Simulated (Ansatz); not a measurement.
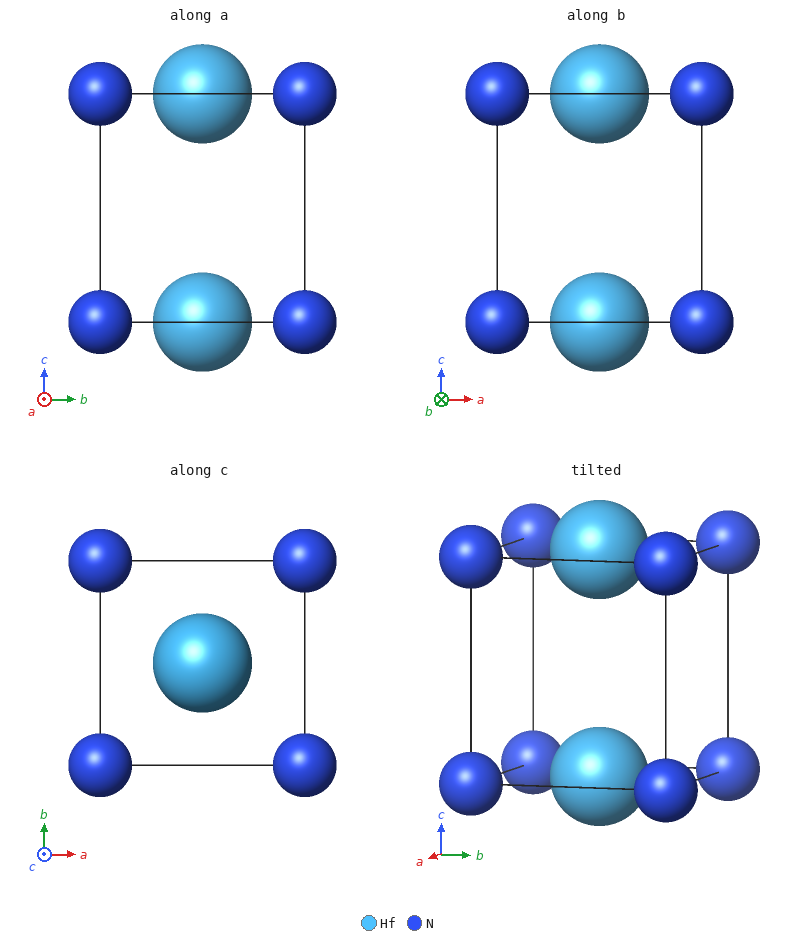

Structure drawing (spheres-only), viewed along the a axis, along the b axis, along the c axis and slightly off an axis. The conventional unit cell is outlined; an atom on or near a face, edge or corner is repeated at each equivalent position.

Lattice parameters: a = 3.0661 Å, b = 3.0661 Å, c = 3.4211 Å, α = 90.000°, β = 90.000°, γ = 90.000°.

Transcribe the picture into a CIF in P1 with every atom of the cell.

Answer.
```cif
data_structure
_symmetry_space_group_name_H-M 'P 1'
_symmetry_Int_Tables_number 1
_cell_length_a 3.0661
_cell_length_b 3.0661
_cell_length_c 3.4211
_cell_angle_alpha 90.000
_cell_angle_beta 90.000
_cell_angle_gamma 90.000
_cell_volume 32.16
loop_
_atom_site_label
_atom_site_type_symbol
_atom_site_fract_x
_atom_site_fract_y
_atom_site_fract_z
_atom_site_occupancy
Hf1 Hf 0.5000 0.5000 0.0000 1
N1 N 0.0000 0.0000 0.0000 1
```

Provenance: a random cell made by a generator, so it need not be a real form of the compound. What is shown is the relaxed result from Ansatz, DFT PBE, scalar-relativistic, plane waves, PAW.
